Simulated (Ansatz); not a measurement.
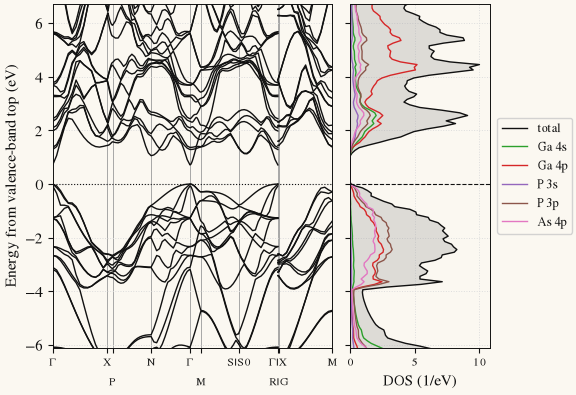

Band structure and density of states. Energies are counted from the top of the valence band. The partial curves are projected on Löwdin-orthogonalised atomic shells.

Question: What lattice type does the k path imply?

Answer: A body-centred tetragonal lattice: the path Γ–X–P–N–Γ–M–S|S0–Γ|X–R|G–M runs through the special points of its Brillouin zone.

The Ansatz input:

```
crystal:
  lattice:
    - [-1.9790662337, 1.9790662337, 14.0140903179]
    - [1.9790662337, -1.9790662337, 14.0140903179]
    - [1.9790662337, 1.9790662337, -14.0140903179]
  atoms:
    - { symbol: Ga, position: [0.8954449981, 0.8954449981, 0.0] }
    - { symbol: Ga, position: [0.2984389204, 0.2984389204, 0.0] }
    - { symbol: Ga, position: [0.7015610796, 0.7015610796, 0.0] }
    - { symbol: Ga, position: [0.1045550019, 0.1045550019, 0.0] }
    - { symbol: Ga, position: [0.5, 0.5, 0.0] }
    - { symbol: P, position: [0.25, 0.75, 0.5] }
    - { symbol: P, position: [0.6530323495, 0.1530323495, 0.5] }
    - { symbol: P, position: [0.8469676505, 0.3469676505, 0.5] }
    - { symbol: As, position: [0.0522429028, 0.5522429028, 0.5] }
    - { symbol: As, position: [0.4477570972, 0.9477570972, 0.5] }
basis:
  ecutwfc: 420
kpoints:
  mp_grid: { grid: [10, 10, 10] }
  band_path:
    path:
      - [[0.0, 0.0, 0.0], [0.0, 0.0, 0.5], [0.25, 0.25, 0.25], [0.0, 0.5, 0.0], [0.0, 0.0, 0.0], [0.5, 0.5, -0.5], [0.25498575, 0.74501425, -0.25498575]]
      - [[-0.25498575, 0.25498575, 0.25498575], [0.0, 0.0, 0.0]]
      - [[0.0, 0.0, 0.5], [-0.00997151, 0.00997151, 0.5]]
      - [[0.5, 0.5, -0.00997151], [0.5, 0.5, -0.5]]
    npoints: 14
hamiltonian:
  xc: lda
scf:
  occupations: { method: gaussian, width: 0.02 }
  n_extra_bands: 25
output:
  forces: true
  stress: true
  eigenvalues: true
  populations: true
  dos: { projected: true, de: 0.02, nscf_kmesh: { grid: [15, 15, 15] } }
  bader: true
  write_density: true
  write_potential: true
  elf: true
  volumetric_format: npy
```

Run as:
```bash
ansatz run input.yaml --threads 4 --pin off --max-ram 8192MiB --backend cpu --events-out ev --progress --plain --runs-dir out
```

Question: Is there a gap? Give its size, its kind and where the band edges lie.

Answer: A semiconductor. The gap along this path is 0.71 eV and direct: both edges lie at Γ.

Question: How many bands meet at the valence-band top?

Answer: Two bands meet at the valence-band top at Γ: it is doubly degenerate (spin aside). The next level lies only 0.07 eV lower.

Question: How much do the top valence band and the lowest conduction band disperse along the path?

Answer: The top valence band spans 2.7 eV and the lowest conduction band 2.0 eV.

Question: Which states form the band edges?

Answer: By projected weight, the top eV of the valence band is As 4p (40 %), P 3p (35 %) and Ga 4p (20 %); the bottom eV of the conduction band is Ga 4p (30 %), Ga 4s (30 %), P 3p (15 %) and P 3s (15 %).

The structure is an invented one, so it need not be a known or stable phase.
